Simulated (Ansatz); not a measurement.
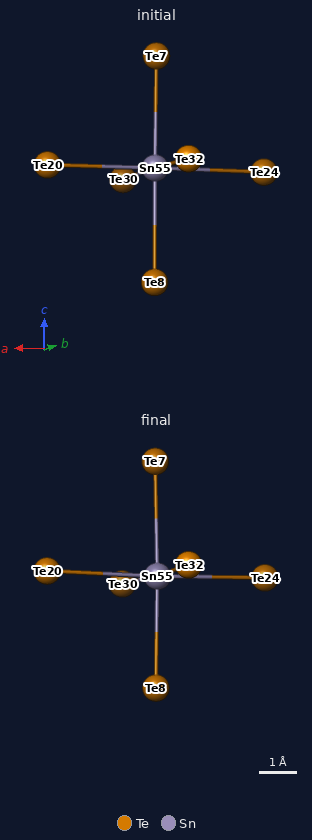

The structure of a defect cell of composition Te32Sn31 (cell charge −2) before (top) and after (bottom) a relaxation, at one scale.

The picture is a ball-and-stick view of the atoms within 4.2 Å of the atom that moves most (axes of the cell of the calculation), seen from a free direction.

Computed with DFT, PBEsol, PAW, plane waves in Ansatz. (plane-wave cutoff 420 eV; k-point mesh 1 × 1 × 1; mesh shifted by (0.25, 0.25, 0.25); no spin polarisation; atoms relaxed in a fixed cell; force threshold 0.03 eV/Å; at most 80 steps)

What changed between the two?

Answer. The energy falls by 0.281 eV per cell of the calculation in 3 geometry steps. Largest force component: 0.3 eV/Å at the start, 0.029 eV/Å at the end. The largest move is that of Sn55, 0.11 Å roughly along [−1 0 −1]. Largest moves by element: Sn 0.11 Å, Te 0.08 Å. The lattice vectors keep their values. Some distances before and after: Te7–Sn55 3.103 → 3.181 Å, Te8–Sn55 3.171 → 3.096 Å, Te20–Sn55 3.114 → 3.183 Å, Te24–Sn55 3.139 → 3.095 Å. Bond angles that change, for instance: Te7–Sn55–Te20 90.5° → 87.7°, Te7–Sn55–Te30 91.3° → 89.0°.

Limits of the set-up: the cell is charged, on a uniform background, and energies carry no finite-size correction.
